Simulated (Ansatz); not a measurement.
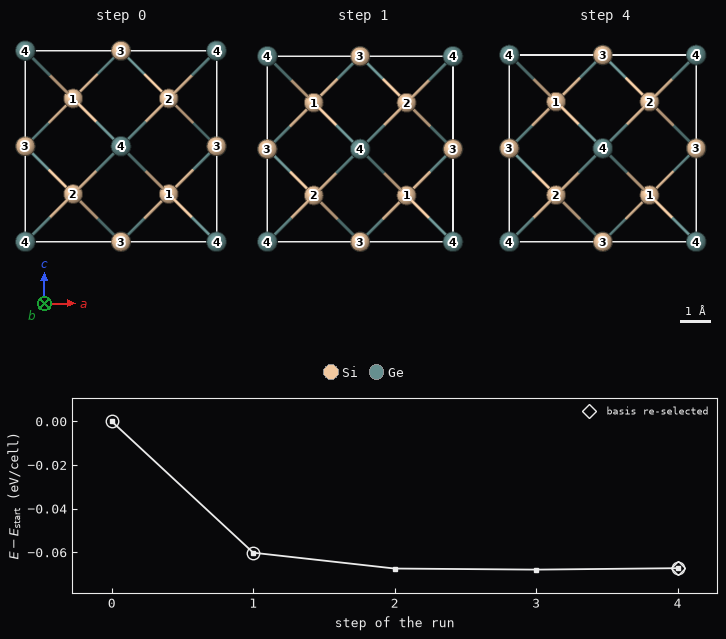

Frames of a relaxation of crystalline Si3Ge (a generated structure, set up in Fm-3m) (coarse preliminary run), marked on the history of the run. A ball-and-stick model of the conventional cell (4 times the calculation's cell), seen along the b axis. Lengths and directions refer to the drawn axes.

Method: DFT PBE, scalar-relativistic, plane waves, PAW (Ansatz). Settings: plane-wave cutoff 420 eV; k-point mesh 4 × 4 × 4; occupations gaussian; smearing width 0.1 eV; no spin polarisation; cell and atoms relaxed; force threshold 0.04 eV/Å; at most 70 steps.

Q: Describe the path.

A: No atom moves by more than 0.005 Å relative to the cell. Cell: a = b = c 6.492 → 6.345 Å (−2.3 %). Volume −6.6 %. Among the contacts that change: Si1–Ge4 2.811 → 2.748 Å. The space group stays Fm-3m (No. 225). After 3 accepted moves (4 points after the start) the energy has fallen by 67.2 meV per cell of the calculation. All forces vanish by symmetry, so only the cell relaxes. Pressure: −4.78 GPa at the start and −0.01 GPa at the end. The SCF was repeated once at an unchanged geometry on a basis and grid sized afresh for the cell, which shifted the energy by 0.7 meV per cell of the calculation at most. Cost: 5.4 s on 1 thread of Arm Neoverse V1 (shared host), peak memory 0.31 GiB. From step 0 to 1: volume −8.5 %, energy −60.1 meV per cell of the calculation. From step 1 to 4: volume +2.1 %, energy −7.1 meV per cell of the calculation.
